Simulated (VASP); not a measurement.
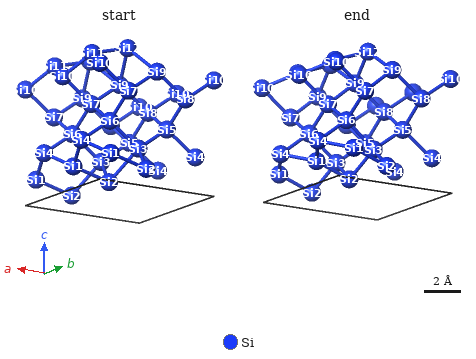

The structure of a slab of composition Si before (left) and after (right) a relaxation, at one scale.

Style: ball-and-stick. Shown: the 1 × 2 repeat of the cell, outlined in the plane, without the vacuum, from a free direction.

The run lets the atoms move in a fixed cell.

Computed with VASP 6.6.1, Kohn-Sham DFT of a periodic cell, PBE, VASP PAW PBE potentials, recommended.

The input:
```
PREC     = Accurate       # precision mode
ENCUT    = 520            # plane-wave cutoff, eV
EDIFF    = 1E-6           # SCF threshold, eV
ISMEAR   = 0              # smearing method
SIGMA    = 0.03           # smearing width, eV
LREAL    = F              # projectors in reciprocal space
LASPH    = T              # aspherical terms in the spheres
NELM     = 120            # most SCF steps
ALGO     = Fast           # electronic algorithm
ISIF     = 2              # what is computed and relaxed
LWAVE    = F              # write WAVECAR
LCHARG   = F              # write CHGCAR
LDIPOL   = T            
IDIPOL   = 3            
DIPOL    = 0.5 0.5 0.500
GGA      = PE             # functional
IBRION   = 2              # ionic algorithm
NSW      = 90             # ionic steps
EDIFFG   = -0.01          # ionic threshold
ISYM     = 0            
KPAR     = 4
```

Command:
```bash
cat potpaw_PBE.64/Si/POTCAR > POTCAR
mpirun -np 4 vasp_std > vasp.out
```

**Summarise the run.**

The largest moves relative to the layer's centre, 0.49 Å, are those of Si1 and Si11. Si1 goes at 45° to the normal (+c side). The cell stays as it was. Among the contacts that change: Si1–Si6 3.317 → 2.942 Å, Si2–Si3 2.641 → 2.408 Å, Si11–Si12 2.480 → 2.344 Å, Si3–Si5 2.356 → 2.412 Å. Bond angles that change, for instance: Si1–Si4–Si6 90.6° → 76.5°, Si3–Si2–Si3 93.5° → 106.0°, Si10–Si11–Si12 114.4° → 124.0°. The energy falls by 1.212 eV per cell of the calculation in 29 geometry steps. Largest force component: 1.1 eV/Å at the start, 0.0073 eV/Å at the end.
